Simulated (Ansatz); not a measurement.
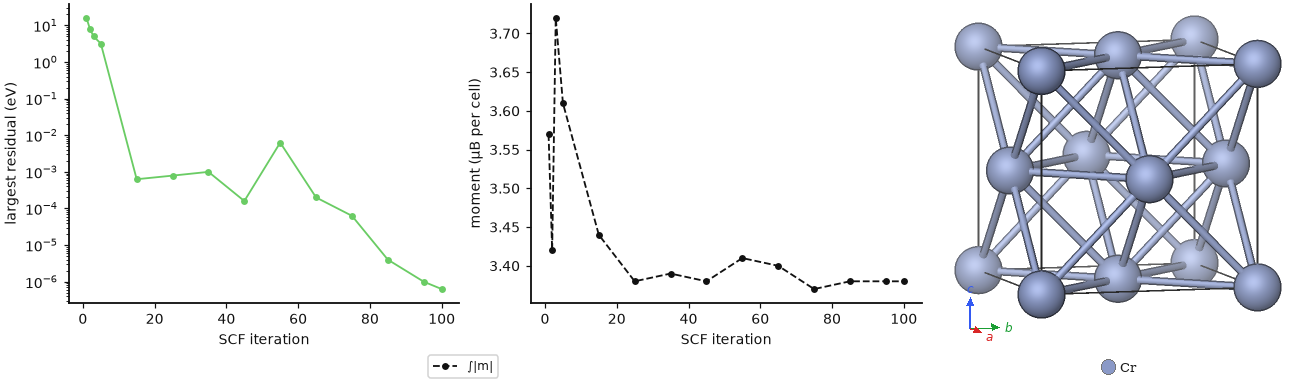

Beside the plot: the structure in its conventional cell.

The plot shows the SCF iterations of a calculation: largest residual, magnetic moments. Only some iterations were kept.

Program: Ansatz.

```
crystal:
  atoms:
    - { position: [0, 0, 0], spin: 1.1, spin_axis: [-0.376, -0.209, 0.903], symbol: Cr }
    - { position: [0, 0.5, 0.5], spin: 1.7, spin_axis: [-0.103, 0.98, -0.17], symbol: Cr }
    - { position: [0.5, 0, 0.5], spin: 1.2, spin_axis: [0.778, -0.609, -0.157], symbol: Cr }
    - { position: [0.5, 0.5, 0], spin: 1.9, spin_axis: [-0.531, -0.832, 0.159], symbol: Cr }
  lattice:
    - [3.5647, 0, 0]
    - [0, 3.5647, 0]
    - [0, 0, 3.5647]
hamiltonian:
  pseudopotentials: { kind: paw }
  xc: pbe
kpoints:
  mp_grid: { grid: [2, 2, 2] }
magnetization:
  noncollinear: true
scf:
  occupations: { method: fermi_dirac, width: "0.05 eV" }
```

How did this run end?

Not converged after 100 iterations. The residual is still falling at the last step (down to 6 × 10⁻⁷).

What is the residual at the start and at the end?

It starts near 20 and ends near 6 × 10⁻⁷ eV.

How do the moments develop?

The integral of |m| goes from 3.6 to 3.4 μB per cell, though in an unconverged run this needn't be final.
